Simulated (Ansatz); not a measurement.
Single-point calculation of SnSe

The run: single-point calculation of SnSe (Fm-3m, 2 atoms in the cell). Method and program: DFT PBE, scalar-relativistic, plane waves, PAW, no spin polarisation (Ansatz 0.2.0).

The structure derives from an entry of the Crystallography Open Database. It belongs to a series of runs on one base structure; here: band edges and mean potential of the bulk. Figures and captions count atoms from 1; the log counts them from 0 in places.

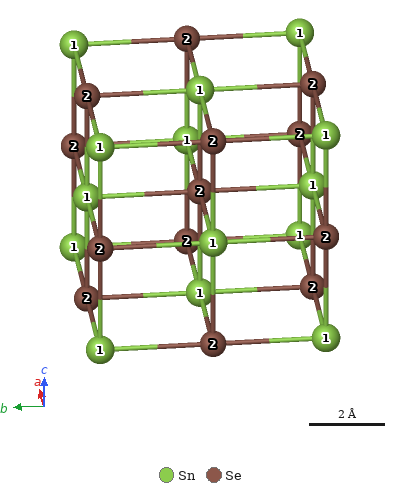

Fig. 1: The input geometry (ball-and-stick view of the cell 4 times as large as that of the calculation, set on its symmetry axes, seen at an oblique angle; atoms are numbered from 1 in the order of the input). An atom can appear more than once, as a periodic image. Near neighbours in the periodic cell (some may lie outside the picture): Sn has 6 Se at 3.03 Å; Se has 6 Sn at 3.03 Å.

## Results in brief

- outcome: converged
- space group (tolerance 0.01 Å): Fm-3m (225)
- electrons treated: 30
- free energy: −11494.1593 eV
- Fermi energy: 9.039 eV
- gap on the k-point mesh: 0.49 eV
- gap on the band path: 0.00 eV
- pressure: −0.01 GPa
- largest force (length of the vector): under 0.001 eV/Å
- hardware: 1 thread of Intel Xeon (Sapphire Rapids), 32 GiB of memory available, shared host
- wall time: 6.5 s
- peak memory: 0.41 GiB

## Input
```yaml
crystal:
  lattice:
    - [0.0, 3.0308108486, 3.0308108486]
    - [3.0308108486, 0.0, 3.0308108486]
    - [3.0308108486, 3.0308108486, 0.0]
  atoms:
    - { symbol: Sn, position: [0.0, 0.0, 0.0] }
    - { symbol: Se, position: [0.5, 0.5, 0.5] }
basis:
  ecutwfc: 420
kpoints:
  mp_grid: { grid: [10, 10, 10] }
  band_path: { path: [VBM, CBM], npoints: 2 }
hamiltonian:
  xc: pbe
scf:
  occupations: { method: gaussian, width: 0.02 }
output:
  forces: true
  stress: true
  eigenvalues: true
  write_density: true
  write_potential: true
  elf: true
  volumetric_format: npy
```

Launch command:
```bash
ansatz run input.yaml --threads 1 --pin off --max-ram 2560MiB --backend cpu --events-out ev --progress --plain --runs-dir out
```

## Output
```
Engine: ansatz 0.2.0, x86_64-unknown-linux-gnu
Pseudopotentials: kind: paw
Pseudopotential: Sn, paw, valence charge 14, recommended cutoff 420 eV (normal), Sn.paw.azcp
Pseudopotential: Se, paw, valence charge 16, recommended cutoff 420 eV (normal), Se.paw.azcp
Functional definition: PBE
  parameter kappa = 0.804
  parameter beta = 0.06672455060314922
  exchange = pbe_x(kappa = kappa, mu = beta*pi^2/3)
  correlation = pbe_c(beta = beta)
Crystal: 2 atoms, lattice volume = 55.681 Å³
Basis set: ecut = 420 eV, 1067 PW (Γ), exchange–correlation on 60×60×60 points (8 copies of the dense FFT grid, shifted against one another)
Bands: 19, of which v1, the nominal top of the filled ones, is band 15 counted from 1 (14 counted from 0)
Symmetry: 48 space group operations
Space group: Fm-3m (ITA 225), of the structure as read, at distance tolerance 3.8e-5 Å
k-points: 47 of 1000
Non-local potential: Sn, projectors of the file, l = 0: 2, l = 1: 2, l = 2: 2, l = 3: 2
Non-local potential: Se, projectors of the file, l = 0: 2, l = 1: 2, l = 2: 3, l = 3: 1
PAW form: soft (Blöchl's): semilocal exchange-correlation on the pseudo side does not see the compensation charge
PAW one-centre angular grid: Sn, 590 points (default); XC on 64 Gauss nodes
PAW one-centre angular grid: Se, 590 points (default); XC on 64 Gauss nodes
Initial density: superposition of atomic densities (neutral atoms: chi_scale 0, normalization atom), corrected by the library's trained network
Initial wavefunctions: pseudopotential atomic-orbital guess
Functional: x = pbe(κ = 0.804, μ = 0.2195149727645171), c = pbe(β = 0.06672455060314922)
SCF iter   1: F=—  HF=-11494.160174 eV  |F-HF|=—  |Δ(HF+E_count)|=         —  Δρ=5.49e-4  dr2=1.47e-4  ethr=1.77e-3  ⟨swp⟩=6.1  Hψ=4403  notcnv=0
preconditioner: auto → none  [insulator: Δε(μ)=0.488 eV  Ē_g=17.332 eV  σ=0.020 eV  W_gap=1.00  n_scr=14 (ndim 8)  ℏωp=22.3 eV  f_vac=0.017  D(μ)=0.00/eV (n_scr^D=0)  ε∞_Penn≈2.6]
SCF iter   2: F=—  HF=-11494.159229 eV  |F-HF|=—  |Δ(HF+E_count)|=   9.45e-4  Δρ=3.94e-4  dr2=4.87e-5  ethr=4.92e-7  ⟨swp⟩=3.0  Hψ=2124  notcnv=0
SCF iter   3: F=—  HF=-11494.159233 eV  |F-HF|=—  |Δ(HF+E_count)|=   3.46e-6  Δρ=2.03e-4  dr2=1.16e-5  ethr=1.62e-7  ⟨swp⟩=2.0  Hψ=1598  notcnv=0
SCF iter   4: F=—  HF=-11494.159256 eV  |F-HF|=—  |Δ(HF+E_count)|=   2.28e-5  Δρ=8.44e-5  dr2=3.98e-6  ethr=3.88e-8  ⟨swp⟩=2.0  Hψ=1598  notcnv=0
SCF iter   5: F=—  HF=-11494.159254 eV  |F-HF|=—  |Δ(HF+E_count)|=   1.93e-6  Δρ=4.50e-5  dr2=1.09e-6  ethr=1.33e-8  ⟨swp⟩=2.0  Hψ=1171  notcnv=0
SCF iter   6: F=-11494.159253 eV  HF=-11494.159253 eV  |F-HF|=4.96e-8  |Δ(HF+E_count)|=   8.39e-7  Δρ=8.51e-6  dr2=3.17e-8  ethr=3.33e-10  ⟨swp⟩=6.5  Hψ=5708  notcnv=0
SCF 1 converged in 6 iterations: F = -11494.159253 eV  dr2 = 3.17e-8
  greatest PAW one-centre occupation: 1.000 electrons in one spin orbital (limit 2), on the Se atom at site 1 (counted from 0), in its partial waves of l = 2
NSCF: frozen V_eff on 16 k-points
NSCF: frozen V_eff on 16 k-points
NSCF: frozen V_eff on 16 k-points
NSCF: frozen V_eff on 16 k-points
NSCF: frozen V_eff on 4 k-points
NSCF: frozen V_eff on 16 k-points
NSCF: frozen V_eff on 8 k-points
NSCF: frozen V_eff on 15 k-points
NSCF: frozen V_eff on 4 k-points
NSCF: frozen V_eff on 10 k-points
NSCF: frozen V_eff on 6 k-points
NSCF: frozen V_eff on 14 k-points
NSCF: frozen V_eff on 6 k-points
NSCF: frozen V_eff on 14 k-points
NSCF: frozen V_eff on 6 k-points
NSCF: frozen V_eff on 14 k-points
NSCF: frozen V_eff on 16 k-points
NSCF: frozen V_eff on 6 k-points
NSCF: frozen V_eff on 15 k-points
NSCF: frozen V_eff on 16 k-points
NSCF: frozen V_eff on 6 k-points
NSCF: frozen V_eff on 12 k-points
NSCF: frozen V_eff on 14 k-points
NSCF: frozen V_eff on 14 k-points
NSCF: frozen V_eff on 6 k-points
NSCF: frozen V_eff on 3 k-points
SCF converged after 6 iterations
Free energy (F): -11494.159253 eV
Harris-Foulkes:  -11494.159253 eV  (|F-HF|=4.96e-8)
Internal energy: -11494.159253 eV  (E = F + TS)
E sigma→0 (E₀):  -11494.159253 eV
Fermi energy:    9.038948 eV
--- Per-component energies (eV) ---
  E_band       = -484.018213
  E_kinetic    = 302.687167
  E_local      = -3358.016079  (includes V_loc(G=0)·N_el)
  E_nonlocal   = -628.586477
  E_hartree    = 1762.365056
  E_xc         = -487.407889
  E_vxc        = -194.563009  (∫ρ·V_xc dr)
  E_paw        = -6043.842155  (= ΣΔE_a)
  E_vpaw       = -130.256773  (= ΣTr[D̂ρ^β])
  E_aug_tail   = -0.000546  (compensation charges beyond the density's cutoff)
  E_ewald      = -3041.358330
  E_smearing   = -0.000000  (= −TS)
  E_closure    = -0.000000  (closes the sum)
  Σ components = -11494.159253   (vs F -11494.159253, Δ=0.00e0)
--- Forces (eV/Å), atoms counted from 1 ---
  atom   1  Sn    -0.00000000     0.00000000     0.00000000
  atom   2  Se     0.00000000    -0.00000000     0.00000000
  max |Σ_I F_I| component: 1.84e-30 eV/Å
--- Stress (GPa, compression-positive) ---
       -0.013675      -0.000000      -0.000000
       -0.000000      -0.013675       0.000000
        0.000000       0.000000      -0.013675
  P = ⅓ Tr σ = -0.0137 GPa (-0.137 kbar)
--- Band table (eV; the first three rows and the last of 47) ---
  k-point 0: bands = ["-38.8293", "-38.8293", "-38.8278", "-38.8278", "-38.8278", "-12.8329", "-12.8329", "-12.8329", "-12.8294", "-12.8294", "-4.9438", "3.6510", "6.6550", "6.6550", "6.6550", "13.0233", "13.0233", "13.0233", "14.6799"]
  k-point 1: bands = ["-38.8293", "-38.8293", "-38.8278", "-38.8278", "-38.8278", "-12.8326", "-12.8323", "-12.8323", "-12.8296", "-12.8296", "-4.8761", "3.2894", "6.6672", "6.6672", "6.9431", "12.4302", "12.5384", "12.5384", "14.6561"]
  k-point 2: bands = ["-38.8293", "-38.8293", "-38.8278", "-38.8277", "-38.8277", "-12.8329", "-12.8329", "-12.8320", "-12.8278", "-12.8278", "-4.6862", "2.5140", "6.7077", "6.7077", "7.5086", "11.3931", "11.6437", "11.6437", "14.7491"]
  k-point 46: bands = ["-38.8293", "-38.8292", "-38.8277", "-38.8277", "-38.8276", "-12.8476", "-12.8313", "-12.8277", "-12.8246", "-12.8169", "-3.7744", "1.9906", "3.9564", "4.4857", "7.5584", "10.7453", "13.1018", "13.8674", "15.1888"]
```

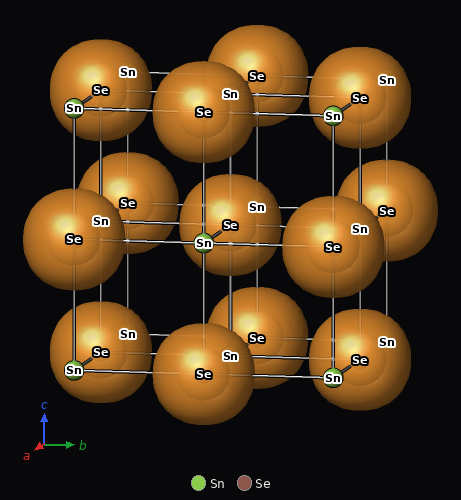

Fig. 2: Isosurface of the ELF at 0.7 (orange), seen slightly off an axis. Only the valence region is drawn (cores and ρ < 0.01 e/Å³ removed). Sticks mark near contacts. The outline is the cell set on symmetry axes. Profiles from the grid: Sn–Se (3.03 Å): the ELF peaks at about 0.80 in the valence shell of Se, 0.8 Å from its nucleus, and drops to about 0.30 between the two atoms. The fields are those of the smooth PAW valence density.

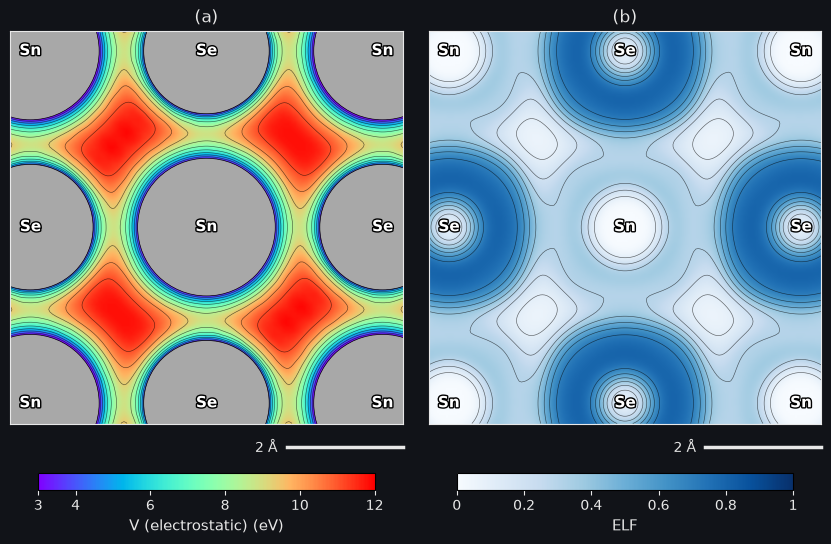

Fig. 3: (a) electrostatic potential energy of an electron; (b) ELF on the (010) plane of the conventional cell. Grey discs, where drawn, cover atomic cores. Sn–Se (3.03 Å): the ELF peaks at about 0.80 in the valence shell of Se, 0.8 Å from its nucleus, and drops to about 0.30 between the two atoms. Outside the cores the potential energy rises away from the atoms and is highest about 1.9 Å from the nearest atoms; outside the discs it spans about 9 eV, and its zero is arbitrary.

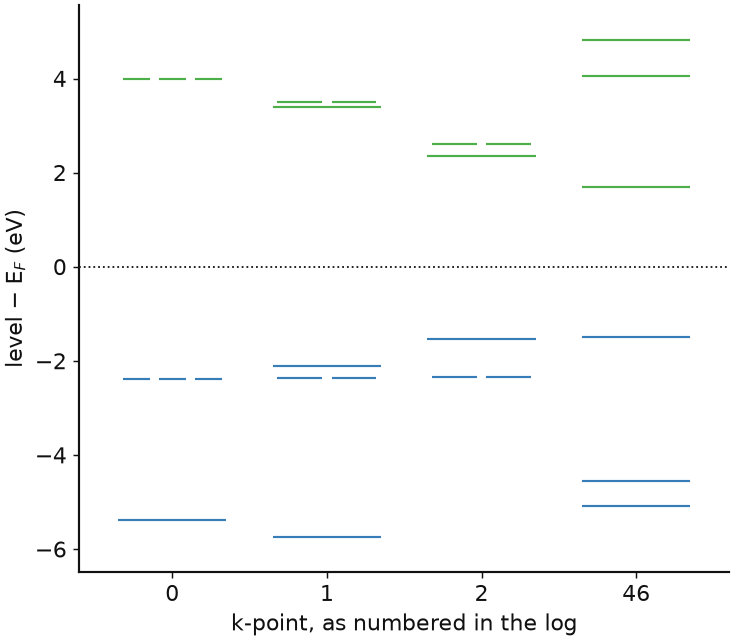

Fig. 4: Kohn–Sham levels near the Fermi level (dotted) at the few k-points that the log prints; levels within 0.02 eV of each other stand side by side. Among these points the highest filled and lowest empty levels are 3.19 eV apart; the gap on the full mesh, 0.49 eV, has an edge at a point that isn't printed.
